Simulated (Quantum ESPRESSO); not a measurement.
# MgO (Periclase): from Born charge to LO-TO splitting

How high does the longitudinal optical mode of MgO (Periclase) lie, given the transverse one, the Born charge and ε∞?

Method: DFT LDA, scalar-relativistic, plane waves, PseudoDojo norm-conserving pseudopotentials, in Quantum ESPRESSO 7.5.

The database entry behind the starting cell differs from later determinations by our own check (about 0.1 % long), so it need not match the best structure at ambient conditions.

## Step 1: Set-up

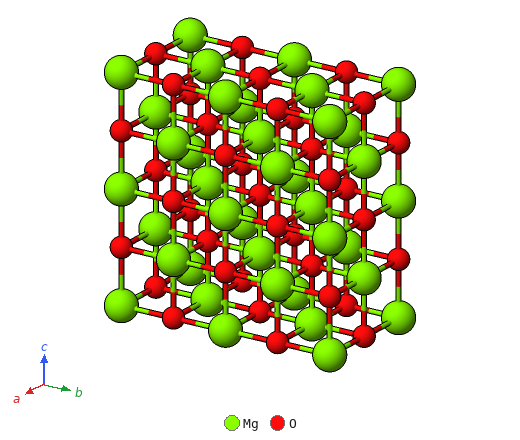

The cell as given, from a free direction (magnesium green, oxygen red). 1×2×2 cells are drawn. This picture shows the conventional cell, with its axes. Some periodic images of atoms are drawn too.

Coordinates:

```cif
data_structure
_symmetry_space_group_name_H-M 'Fm-3m'
_symmetry_Int_Tables_number 225
_cell_length_a 4.1602
_cell_length_b 4.1602
_cell_length_c 4.1602
_cell_angle_alpha 90.000
_cell_angle_beta 90.000
_cell_angle_gamma 90.000
_cell_volume 72.00
loop_
_atom_site_label
_atom_site_type_symbol
_atom_site_symmetry_multiplicity
_atom_site_Wyckoff_symbol
_atom_site_fract_x
_atom_site_fract_y
_atom_site_fract_z
_atom_site_occupancy
Mg1 Mg 4 a 0.00000 0.00000 0.00000 1
O1 O 4 b 0.00000 0.50000 0.00000 1
```

This is the cell after its relaxation at this level of theory, not the database cell from which that began.

## Step 2: What the response run gave

A linear-response run on the relaxed cell, with the response to an electric field; only its zone-centre results are used. Cutoff 84 Ry, k mesh 12×12×12.

The program printed:

```text
[banners, grids, parts of the stress and lines that vanish by symmetry left out]
Program PHONON v.7.5
     Reading xml data from directory:

[...]
Exchange-correlation= PW
                           (   1   4   0   0   0   0   0)
[...]
kinetic-energy cut-off    =      84.0000  Ry
     charge density cut-off    =     336.0000  Ry
     convergence threshold     =      1.0E-18
[...]
Exchange-correlation= PW
                           (   1   4   0   0   0   0   0)
[...]
q = (   0.0000000   0.0000000   0.0000000 )
     49 Sym.Ops. (with q -> -q+G )
     G cutoff =  263.0098  (  12627 G-vectors)     FFT grid: ( 36, 36, 36)
     number of k points=    72
[...]
Mode symmetry, O_h (m-3m)  point group:
[...]
Dielectric constant
[...]
End of electric fields calculation
          Dielectric constant in cartesian axis
          (       3.171221943       0.000000000       0.000000000 )
          (       0.000000000       3.171221943      -0.000000000 )
          (       0.000000000      -0.000000000       3.171221943 )
          Effective charges (d Force / dE) in cartesian axis without acoustic sum rule applied (asr)
           atom    1  Mg    Mean Z*:        1.97182
      Ex  (        1.97182        0.00000        0.00000 )
      Ey  (        0.00000        1.97182       -0.00000 )
      Ez  (       -0.00000       -0.00000        1.97182 )
           atom    2  O     Mean Z*:       -1.97155
      Ex  (       -1.97155        0.00000       -0.00000 )
      Ey  (       -0.00000       -1.97155       -0.00000 )
      Ez  (       -0.00000        0.00000       -1.97155 )
          Effective charges Sum: Mean:        0.00027
[...]
Effective charges (d Force / dE) in cartesian axis with asr applied:
           atom    1  Mg    Mean Z*:        1.97168
[...]
atom    2  O     Mean Z*:       -1.97168
[...]
Representation #   1 modes #   1   2   3
[...]
End of self-consistent calculation
     Convergence has been achieved
     Representation #   2 modes #   4   5   6
[...]
End of self-consistent calculation
     Convergence has been achieved
[...]
Dielectric constant in cartesian axis
          (       3.171221943       0.000000000       0.000000000 )
          (       0.000000000       3.171221943      -0.000000000 )
          (       0.000000000      -0.000000000       3.171221943 )
          Effective charges (d Force / dE) in cartesian axis without acoustic sum rule applied (asr)
           atom    1  Mg    Mean Z*:        1.97182
      Ex  (        1.97182        0.00000        0.00000 )
      Ey  (        0.00000        1.97182       -0.00000 )
      Ez  (       -0.00000       -0.00000        1.97182 )
           atom    2  O     Mean Z*:       -1.97155
      Ex  (       -1.97155        0.00000       -0.00000 )
      Ey  (       -0.00000       -1.97155       -0.00000 )
      Ez  (       -0.00000        0.00000       -1.97155 )
          Effective charges Sum: Mean:        0.00027
[...]
Effective charges (d Force / dE) in cartesian axis with asr applied:
           atom    1  Mg    Mean Z*:        1.97168
[...]
atom    2  O     Mean Z*:       -1.97168
[...]
q = (    0.000000000   0.000000000   0.000000000 )
[...]
freq (    1) =       0.104050 [THz] =       3.470729 [cm-1]
     freq (    2) =       0.104050 [THz] =       3.470729 [cm-1]
     freq (    3) =       0.104050 [THz] =       3.470729 [cm-1]
     freq (    4) =      12.269586 [THz] =     409.269332 [cm-1]
     freq (    5) =      12.269586 [THz] =     409.269332 [cm-1]
     freq (    6) =      12.269586 [THz] =     409.269332 [cm-1]
[...]
Mode symmetry, O_h (m-3m)  point group:
     freq (   1-   3) =          3.5  [cm-1]   --> T_1u G_15  G_4- I
     freq (   4-   6) =        409.3  [cm-1]   --> T_1u G_15  G_4- I

   JOB DONE.
```

| quantity | value |
| --- | --- |
| cell volume Ω (Å³) | 18.000 |
| mass of Mg (u) | 24.305 |
| mass of O (u) | 15.999 |
| Born charge of Mg, raw (e) | 1.972 |
| Born charge of O, raw (e) | -1.972 |
| ε∞ | 3.171 |
| ω(TO) after the sum rule (cm⁻¹) | 409.3 |

## Step 3: The calculation

The charges must sum to zero over the cell; taking off their mean, 0.000 e, leaves Z* = 1.972 e on Mg. In the polar mode Mg moves against O, so the reduced mass is μ = 24.30 × 16.00 / 40.30 = 9.648 u.

A longitudinal wave builds up a field that adds to the restoring force: ω(LO)² = ω(TO)² + 4π Z*² / (μ Ω ε∞), in Hartree atomic units. With μ = 17587 electron masses and Ω = 121.47 bohr³ the second term is 7.2110e-06 Ha², or 347346 cm⁻² (1 Ha = 219474.6 cm⁻¹).

So ω(LO) = √(167494 + 347346) = 717.5 cm⁻¹, and by the Lyddane-Sachs-Teller relation ε₀ = ε∞ (ω(LO)/ω(TO))² = 9.75.

## Step 4: Check against the program

The analysis program adds the same non-analytic term to the full matrix, here for q along (1 0 0).

The program printed:

```text
[banner, memory and clock lines left out]
Program DYNMAT v.7.5

     Reading Dynamical Matrix from file g.dyn
     ...Force constants read
     ...epsilon and Z* read

     Polarizability (A^3 units)
     multiply by 0.580134 for Clausius-Mossotti correction
         3.110079    0.000000    0.000000
         0.000000    3.110079   -0.000000
         0.000000   -0.000000    3.110079

     IR activities are in (D/A)^2/amu units

# mode   [cm-1]    [THz]      IR
    1     -0.00   -0.0000    0.0000
    2      0.00    0.0000    0.0000
    3      0.00    0.0000    0.0000
    4    409.26   12.2693    9.2961
    5    409.26   12.2693    9.2961
    6    717.52   21.5107    9.2961
```

ε₀ comes from the program's run without a direction of q.

| quantity | by hand | program |
| --- | --- | --- |
| ω(LO) (cm⁻¹) | 717.5 | 717.5 |
| ε₀ | 9.75 | 9.75 |

## Step 5: Summary of results

- TO mode: 409.3 cm⁻¹
- LO mode: 717.5 cm⁻¹
- static dielectric constant: 9.748

In words: The LO mode of MgO (Periclase) lies at 718 cm⁻¹, 308 cm⁻¹ above the TO mode; the formula meets the program within 0.1 cm⁻¹, as it must for a cubic crystal with one polar mode. ω(LO)² − ω(TO)² goes with Z*²/ε∞: an error of 5 % in ε∞ would move the LO mode by 11.6 cm⁻¹, and semilocal functionals tend to overestimate ε∞. These are harmonic values at zero temperature, at the volume of this functional, for the structure held cubic; stability elsewhere in the zone is no part of this calculation.

[Host names and launcher messages were left out of these logs when they were recorded.]

[Logs are printed without paths, hosts, clocks, repeated set-up lines and the standing remarks that a program may print on its own settings, such as how far it seeks lower states.]

[Hosts, paths, dates, database ids (printed as entryN), source tags and the programs' standing remarks are cut or masked in the printed files.]
